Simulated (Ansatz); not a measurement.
Consider Sn.

```yaml
crystal:
  lattice:
    - [0.00000, 0.00000, -3.56562]
    - [0.00000, 3.65358, 0.00000]
    - [3.84717, 0.00000, 0.00000]
  atoms:
    - { symbol: Sn, position: [0.00000, 0.00000, 0.00000] }
    - { symbol: Sn, position: [0.50000, 0.50000, 0.50000] }
```

Space group Immm; a structure from a database of computed crystals, not necessarily the ambient phase.

All numbers below come from Ansatz 0.2.0, DFT PBEsol+D3(BJ), scalar-relativistic, plane waves, PAW.

Predict the valence pseudo-density and electron localisation function between the atoms.

Answer. Sn–Sn (3.20 Å): ρ is about 0.18 e/Å³ halfway; the ELF is about 0.40 at the midpoint.

Does the calculation make it a metal, or give it a gap?

Answer. It is gapless in this calculation (a metal or semimetal).

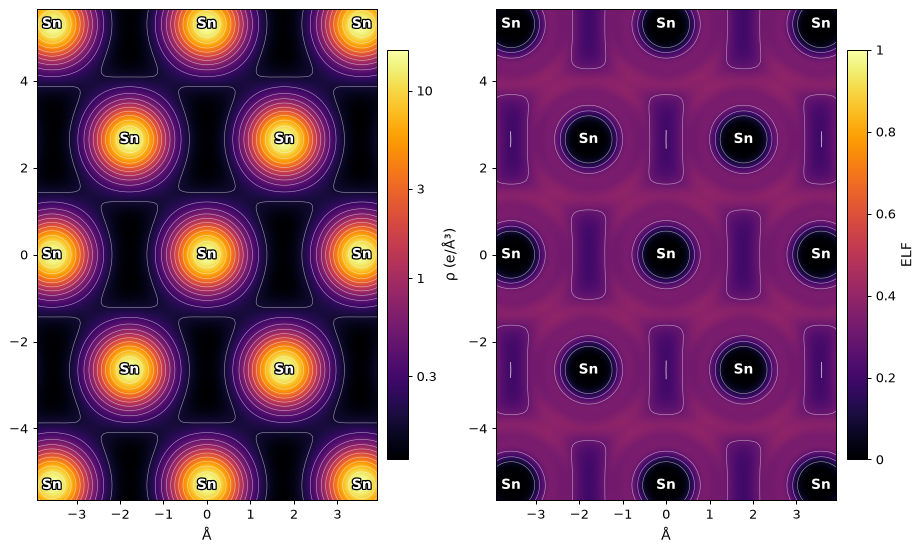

Computed valence pseudo-density and electron localisation function on the (011̄) plane of the conventional cell, in this order. 

Core electrons are frozen (PAW), and the valence fields are smoothed inside the atomic spheres.
